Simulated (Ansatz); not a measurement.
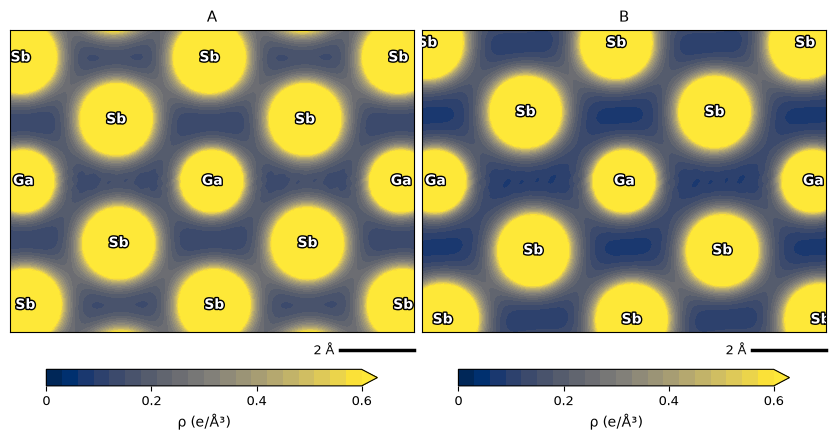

GaSb3. The valence charge density (pseudo) of two cells that differ in size and shape, on the (11̄0) plane of each (indices in the axes of the calculation cell), at one length scale and on one colour scale: B has 24.6 Å³ an atom and A 22.0.

Space group C2/m; a point of a scan over the structure, not its minimum; a structure from a database of computed crystals, not necessarily the ambient phase; PAW files of the earlier set (soft_1).

Level of theory: Ansatz, DFT LDA, scalar-relativistic, plane waves, PAW.

In a PAW calculation such maps are meaningful between the atoms, not at the nuclei.

### What changes from the larger cell to the smaller?

From the larger cell to the smaller, Ga–Sb goes from 3.09 to 3.03 Å, and the density at its midpoint from 0.19 to 0.21 e/Å³; Sb–Sb goes from 3.09 to 3.03 Å, and the density at its midpoint from 0.24 to 0.26 e/Å³; the pressure goes from −1.5 to 7 GPa.
